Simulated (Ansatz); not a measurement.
# Mo: geometry relaxation (part 1 of 2)

The run: geometry relaxation of Mo (P6₃/mmc, 8 atoms in the cell). Method and program: DFT PBE, scalar-relativistic, plane waves, PAW, no spin polarisation (Ansatz 0.2.0).

The structure derives from a Materials Project entry. It belongs to a series of runs on one base structure; here: 8 of 8 Ru sites taken by Mo, cell and atoms relaxed.

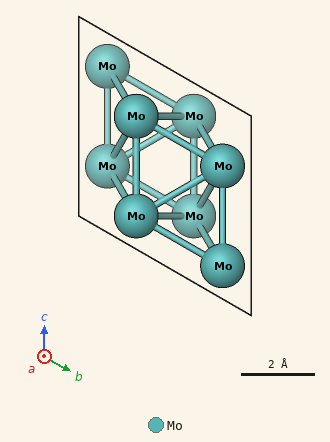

The input geometry (ball-and-stick view of the cell of the calculation, along the a axis).

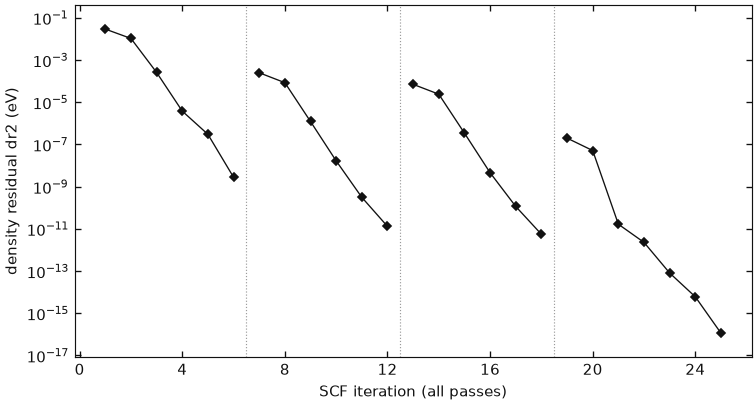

Convergence of the self-consistent field: density residual dr2 against the SCF iteration. The dotted lines part the SCF passes of the relaxation: geometry steps, rejected trials and re-solves on a re-selected basis. The passes take 6, 6, 6 and 7 iterations.

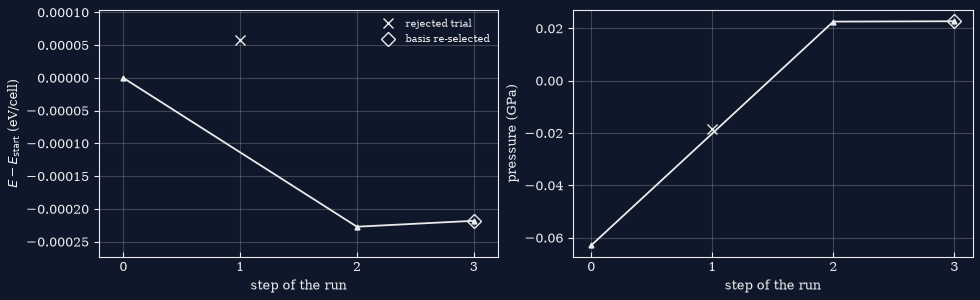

Progress of the relaxation, step by step (the first geometry is step 0 here and step 1 in the log). The energy falls by 0.2 meV per cell of the calculation in 2 geometry steps. All forces vanish by symmetry, so only the cell relaxes. The pressure goes from −0.06 to 0.02 GPa. The line search rejected the trial step at point 1 (counted from 0) and went back. The atoms keep their places relative to the cell (all moves are under 0.005 Å). The space group stays P6_3/mmc (No. 194). A last SCF at the same geometry on a re-selected plane-wave basis shifts the energy by +0.0 meV per cell of the calculation. (Atoms are counted from 1 in the order of the input.)

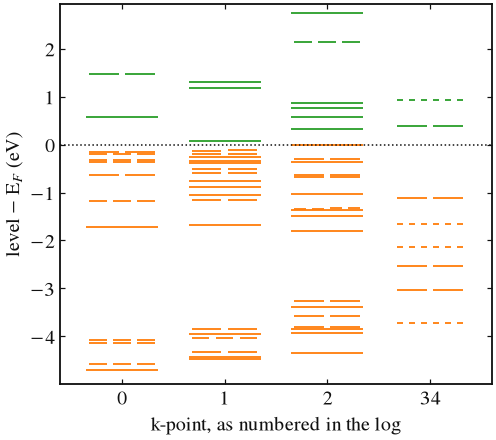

Kohn–Sham levels near the Fermi level (dotted) at the few k-points that the log prints; levels within 0.02 eV of each other stand side by side. The system is metallic on the full mesh.

The input and output of the run follow.

Input:
```yaml
crystal:
  lattice:
    - [0.0, 0.0, -4.9028851037]
    - [5.5109574283, 0.0, 0.0]
    - [-2.7554787142, -4.7726291321, 0.0]
  atoms:
    - { symbol: Mo, position: [0.75, 0.8333333333, 0.1666666667] }
    - { symbol: Mo, position: [0.75, 0.3333333333, 0.1666666667] }
    - { symbol: Mo, position: [0.75, 0.8333333333, 0.6666666667] }
    - { symbol: Mo, position: [0.75, 0.3333333333, 0.6666666667] }
    - { symbol: Mo, position: [0.25, 0.1666666667, 0.3333333333] }
    - { symbol: Mo, position: [0.25, 0.6666666667, 0.3333333333] }
    - { symbol: Mo, position: [0.25, 0.1666666667, 0.8333333333] }
    - { symbol: Mo, position: [0.25, 0.6666666667, 0.8333333333] }
basis:
  ecutwfc: 420
kpoints:
  mp_grid: { grid: [8, 6, 6] }
hamiltonian:
  xc: pbe
scf:
  occupations: { method: gaussian, width: 0.1 }
output:
  forces: true
  stress: true
  eigenvalues: true
relax:
  adjacent_minimum: "off"
  f_tol: 0.015
  max_steps: 60
  cell: { stress_tol: 0.15 }
```

Launched with:
```bash
ansatz run input.yaml --threads 1 --pin off --max-ram 2560MiB --backend cpu --events-out ev --progress --plain --runs-dir out
```

The program's output:
```
Engine: ansatz 0.2.0, x86_64-unknown-linux-gnu
Pseudopotentials: kind: paw
Pseudopotential: Mo, paw, valence charge 14, recommended cutoff 420 eV (normal), Mo.paw.azcp
Functional definition: PBE
  parameter kappa = 0.804
  parameter beta = 0.06672455060314922
  exchange = pbe_x(kappa = kappa, mu = beta*pi^2/3)
  correlation = pbe_c(beta = beta)
Crystal: 8 atoms, lattice volume = 128.954 Å³
Basis set: ecut = 420 eV, 2495 PW (Γ), exchange–correlation on 72×80×80 points (8 copies of the dense FFT grid, shifted against one another)
Bands: 68, of which v1, the nominal top of the filled ones, is band 56 counted from 1 (55 counted from 0)
Symmetry: 96 space group operations
Space group: P63/mmc (ITA 194), of the structure as read, at distance tolerance 5.1e-5 Å
k-points: 35 of 288
Non-local potential: Mo, projectors of the file, l = 0: 3, l = 1: 2, l = 2: 2, l = 3: 1
PAW form: soft (Blöchl's): semilocal exchange-correlation on the pseudo side does not see the compensation charge
PAW one-centre angular grid: Mo, 590 points (default); XC on 64 Gauss nodes
Initial density: superposition of atomic densities (neutral atoms: chi_scale 0, normalization atom), corrected by the library's trained network
Initial wavefunctions: pseudopotential atomic-orbital guess
Functional: x = pbe(κ = 0.804, μ = 0.2195149727645171), c = pbe(β = 0.06672455060314922)
SCF iter   1: F=—  HF=-39644.713300 eV  |F-HF|=—  |Δ(HF+E_count)|=         —  Δρ=5.23e-3  dr2=2.92e-2  ethr=1.77e-3  ⟨swp⟩=4.6  Hψ=7593  notcnv=0
preconditioner: auto → Kerker (q_TF=auto, 2.665 Å⁻¹)  [metal: Δε(μ)=0.033 eV  Ē_g=3.825 eV  σ=0.100 eV  W_gap=0.18  n_scr=46 (ndim 8)  ℏωp=22.7 eV  f_vac=0.000  D(μ)=11.02/eV (n_scr^D=132)]
SCF iter   2: F=—  HF=-39644.712765 eV  |F-HF|=—  |Δ(HF+E_count)|=   5.35e-4  Δρ=3.15e-3  dr2=1.05e-2  ethr=2.60e-5  ⟨swp⟩=1.9  Hψ=2969  notcnv=0
SCF iter   3: F=—  HF=-39644.711423 eV  |F-HF|=—  |Δ(HF+E_count)|=   1.34e-3  Δρ=4.97e-4  dr2=2.58e-4  ethr=9.40e-6  ⟨swp⟩=2.0  Hψ=3057  notcnv=0
SCF iter   4: F=—  HF=-39644.711378 eV  |F-HF|=—  |Δ(HF+E_count)|=   4.48e-5  Δρ=8.65e-5  dr2=3.79e-6  ethr=2.30e-7  ⟨swp⟩=2.4  Hψ=3955  notcnv=0
SCF iter   5: F=—  HF=-39644.711359 eV  |F-HF|=—  |Δ(HF+E_count)|=   1.91e-5  Δρ=1.83e-5  dr2=3.01e-7  ethr=3.38e-9  ⟨swp⟩=2.7  Hψ=4043  notcnv=0
SCF iter   6: F=-39644.711359 eV  HF=-39644.711359 eV  |F-HF|=5.31e-10  |Δ(HF+E_count)|=   1.30e-9  Δρ=2.11e-6  dr2=2.79e-9  ethr=8.93e-11  ⟨swp⟩=7.9  Hψ=8374  notcnv=0
SCF 1 converged in 6 iterations: F = -39644.711359 eV  dr2 = 2.79e-9
  greatest PAW one-centre occupation: 0.998 electrons in one spin orbital (limit 2), on the Mo atom at site 7 (counted from 0), in its partial waves of l = 0
relax step   1: F+E_penalty+E_count = -39644.71135863 eV  Δ(F+E_penalty+E_count) = +0.000e0 eV  max|allowed force component| = 6.939e-18 eV/Å  Δτ_max = 0.0000 Å  P = -0.063 GPa  Ω = 128.954 Å³  (6 SCF iters, dr2 threshold 1.00e-7 eV, accepted)
Crystal: 8 atoms, lattice volume = 128.983 Å³
Basis set: ecut = 420 eV, 2507 PW (Γ), exchange–correlation on 72×80×80 points (8 copies of the dense FFT grid, shifted against one another)
Initial density: handed on by an earlier stage of this run
Initial wavefunctions: those handed on with the density
iter 1 solved again at ethr=1.16e-7 eV; its pass at ethr=3.10e-3 eV (dr2=1.29e-4 eV) is discarded
SCF iter   1: F=—  HF=-39644.711379 eV  |F-HF|=—  |Δ(HF+E_count)|=         —  Δρ=5.27e-4  dr2=2.49e-4  ethr=1.16e-7  ⟨swp⟩=3.3  Hψ=10713  notcnv=0
eigensolver tolerance schedule calibrated: the retry pair's looser diagonalisation under-reported the residual by θ = 0.48 (0.11/decade); ethr = c·dr2/N_el runs at the constant in force after the calibration composes with the one it found (an armed cap, an earlier calibration), c = 8.5e-2
preconditioner: auto → Kerker (q_TF=auto, 2.665 Å⁻¹)  [metal: Δε(μ)=0.019 eV  Ē_g=3.839 eV  σ=0.100 eV  W_gap=0.11  n_scr=46 (ndim 8)  ℏωp=22.7 eV  f_vac=0.000  D(μ)=10.57/eV (n_scr^D=132)]
SCF iter   2: F=—  HF=-39644.711333 eV  |F-HF|=—  |Δ(HF+E_count)|=   4.68e-5  Δρ=2.96e-4  dr2=8.42e-5  ethr=1.16e-7  ⟨swp⟩=1.2  Hψ=2450  notcnv=0
SCF iter   3: F=—  HF=-39644.711301 eV  |F-HF|=—  |Δ(HF+E_count)|=   3.17e-5  Δρ=3.66e-5  dr2=1.22e-6  ethr=6.38e-8  ⟨swp⟩=2.2  Hψ=3226  notcnv=0
iter 4 did not close the SCF: its close was put off for the readings that it lacked (scf_convergence_deferred on its scf_iter line)
SCF iter   4: F=-39644.711301 eV  HF=-39644.711301 eV  |F-HF|=3.97e-9  |Δ(HF+E_count)|=   1.97e-7  Δρ=6.37e-6  dr2=1.66e-8  ethr=9.29e-10  ⟨swp⟩=2.3  Hψ=3562  notcnv=0
iter 5 did not close the SCF: its close was put off for the readings that it lacked (scf_convergence_deferred on its scf_iter line)
SCF iter   5: F=-39644.711301 eV  HF=-39644.711301 eV  |F-HF|=8.73e-11  |Δ(HF+E_count)|=   4.27e-9  Δρ=7.12e-7  dr2=3.11e-10  ethr=1.26e-11  ⟨swp⟩=2.3  Hψ=3813  notcnv=0
SCF iter   6: F=-39644.711301 eV  HF=-39644.711301 eV  |F-HF|=1.46e-11  |Δ(HF+E_count)|=  1.02e-10  Δρ=1.42e-7  dr2=1.31e-11  ethr=1.00e-12  ⟨swp⟩=1.2  Hψ=5546  notcnv=0
SCF 2 converged in 6 iterations: F = -39644.711301 eV  dr2 = 1.31e-11
relax step   2: F+E_penalty+E_count = -39644.71130069 eV  Δ(F+E_penalty+E_count) = +5.795e-5 eV  max|allowed force component| = 7.156e-18 eV/Å  Δτ_max = 0.0000 Å  P = -0.018 GPa  Ω = 128.983 Å³  energy of the carried Pulay correction = -1.161e-5 eV  (6 SCF iters, dr2 threshold 1.60e-7 eV, rejected (line search))
Crystal: 8 atoms, lattice volume = 128.933 Å³
iter 1 solved again at ethr=3.35e-8 eV; its pass at ethr=3.10e-3 eV (dr2=3.75e-5 eV) is discarded
SCF iter   1: F=—  HF=-39644.711611 eV  |F-HF|=—  |Δ(HF+E_count)|=         —  Δρ=2.80e-4  dr2=7.04e-5  ethr=3.35e-8  ⟨swp⟩=3.3  Hψ=10671  notcnv=0
preconditioner: auto → Kerker (q_TF=auto, 2.665 Å⁻¹)  [metal: Δε(μ)=0.033 eV  Ē_g=3.839 eV  σ=0.100 eV  W_gap=0.18  n_scr=46 (ndim 8)  ℏωp=22.7 eV  f_vac=0.000  D(μ)=10.51/eV (n_scr^D=132)]
SCF iter   2: F=—  HF=-39644.711590 eV  |F-HF|=—  |Δ(HF+E_count)|=   2.12e-5  Δρ=1.58e-4  dr2=2.40e-5  ethr=3.35e-8  ⟨swp⟩=1.1  Hψ=2391  notcnv=0
SCF iter   3: F=—  HF=-39644.711585 eV  |F-HF|=—  |Δ(HF+E_count)|=   4.99e-6  Δρ=1.96e-5  dr2=3.44e-7  ethr=2.14e-8  ⟨swp⟩=2.2  Hψ=3074  notcnv=0
SCF iter   4: F=—  HF=-39644.711586 eV  |F-HF|=—  |Δ(HF+E_count)|=   4.74e-7  Δρ=3.34e-6  dr2=4.56e-9  ethr=3.07e-10  ⟨swp⟩=2.4  Hψ=3627  notcnv=0
iter 5 did not close the SCF: its close was put off for the readings that it lacked (scf_convergence_deferred on its scf_iter line)
SCF iter   5: F=-39644.711586 eV  HF=-39644.711586 eV  |F-HF|=1.46e-11  |Δ(HF+E_count)|=  8.44e-10  Δρ=4.24e-7  dr2=1.15e-10  ethr=4.07e-12  ⟨swp⟩=2.3  Hψ=4002  notcnv=0
SCF iter   6: F=-39644.711586 eV  HF=-39644.711586 eV  |F-HF|=7.28e-12  |Δ(HF+E_count)|=  2.18e-11  Δρ=8.91e-8  dr2=5.52e-12  ethr=1.00e-12  ⟨swp⟩=2.2  Hψ=6892  notcnv=0
SCF 3 converged in 6 iterations: F = -39644.711586 eV  dr2 = 5.52e-12
relax step   3: F+E_penalty+E_count = -39644.71158566 eV  Δ(F+E_penalty+E_count) = -2.270e-4 eV  max|allowed force component| = 1.258e-17 eV/Å  Δτ_max = 0.0000 Å  P = +0.023 GPa  Ω = 128.933 Å³  energy of the carried Pulay correction = +3.748e-6 eV  (6 SCF iters, accepted)
Initial wavefunctions: pseudopotential atomic-orbital guess (no wavefunctions were taken with the density)
iter 1 solved again at ethr=1.44e-8 eV; its pass at ethr=3.10e-3 eV (dr2=1.61e-5 eV) is discarded
```
